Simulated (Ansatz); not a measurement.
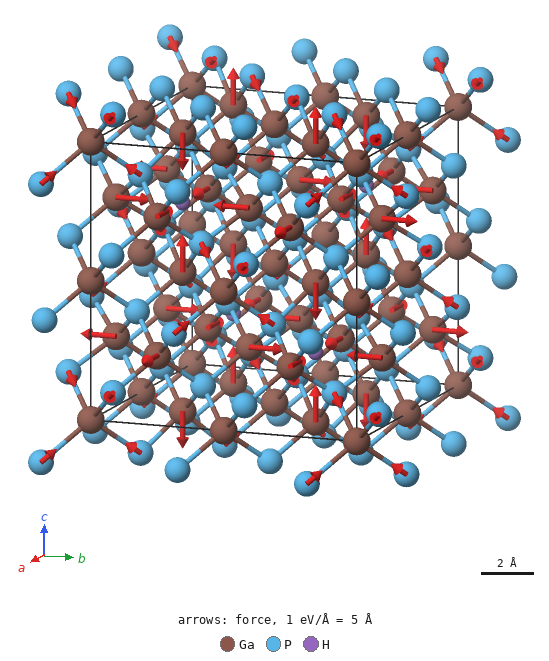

Starting geometry of a defect cell of composition Ga₈P₈H (cell charge −1) (coarse preliminary run) with the computed forces as red arrows. The picture is a ball-and-stick view of the conventional cell (4 times the calculation's cell), seen slightly off an axis. Lengths and directions refer to the drawn axes.

Case: H interstitial, charge -1, atoms relaxed at the host's cell.

The calculation used DFT PBE, scalar-relativistic, plane waves, PAW (Ansatz). Set-up: plane-wave cutoff 420 eV; k-point mesh 1 × 1 × 1; occupations gaussian; smearing width 0.01 eV; no spin polarisation; atoms relaxed in a fixed cell; force threshold 0.025 eV/Å; at most 45 steps.

Question: Is this structure relaxed? If not, where do the atoms go?

Answer: It isn't relaxed: the largest force vector, on Ga atoms, is 0.30 eV/Å. The atoms end up moving mostly along the starting forces (cosine between the two patterns 0.88). The energy falls by 41.0 meV per cell of the calculation in 2 geometry steps. The largest force component goes from 0.3 to 0.02 eV/Å. The largest moves, 0.044 Å, are those of P atoms. Largest moves by element: P 0.044 Å, Ga 0.028 Å. H stays in place. The cell doesn't change. Some distances before and after: Ga–P 2.584 → 2.540 Å, Ga–P 2.381 → 2.396 Å, Ga–P 2.322 → 2.316 Å, Ga–P 2.400 → 2.405 Å. Among the angles between lasting bonds that change: P–Ga–P 100.4° → 103.5°. Cost: 3.9 s on 4 threads of Intel(R) Xeon(R) Platinum 8259CL CPU @ 2.50GHz (Skylake/Cascade Lake), with other jobs on the host, peak memory 0.54 GiB.

Limits of the set-up: the periodic images lie only 7.8 Å apart, so the values are limited by the cell's size; the cell is charged, on a uniform background, and energies carry no finite-size correction.
